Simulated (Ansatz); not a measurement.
AlNi$_{3}$, 64 atoms, a = 6.84 Å, b = 10.15 Å, c = 10.11 Å, α = 89.99°, β = 90.00°, γ = 89.99°.

Space group Fmm2; a generated structure, not necessarily the stable one; spin-polarised.

Method: DFT PBEsol, scalar-relativistic, plane waves, PAW in Ansatz.

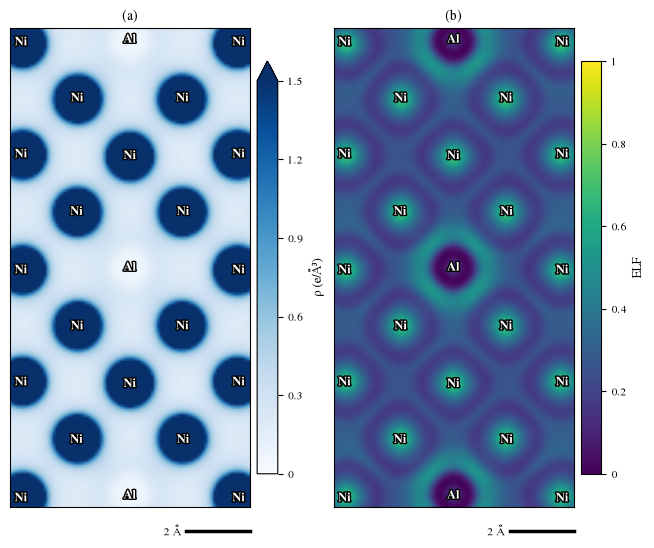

AlNi$_{3}$. (a) valence pseudo-density; (b) electron localisation function on the (011) plane of the conventional cell.

The density is the valence pseudo-density of a PAW calculation; it isn't the true density close to the nuclei.

**What does the map show?**

The section cuts through Al and Ni sites.
Al–Ni (2.42 Å): the density is about 0.34 e/Å³ at the midpoint; the ELF is about 0.40 at the midpoint.
Ni–Ni (2.42 Å): the density is about 0.37 e/Å³ at the midpoint; the ELF is about 0.25 at the midpoint (no localised pair shows between them).
Al–Ni (2.48 Å): ρ at the midpoint is about 0.32 e/Å³; the ELF is about 0.40 at the midpoint.
Ni–Ni (2.46 Å): ρ is about 0.35 e/Å³ halfway; the ELF is about 0.25 at the midpoint: no shared electron pair shows on this line.
Ni–Ni (2.49 Å): ρ is about 0.33 e/Å³ halfway; the ELF is about 0.25 at the midpoint (no localised pair shows between them).
Between the atoms the lowest density in this plane is 0.16 e/Å³.
The features right at Ni lie inside the PAW spheres, where the map follows smoothed inner orbitals and isn't to be read closely.

**Does the calculation make it a metal, or give it a gap?**

It is gapless in this calculation (a metal or semimetal).
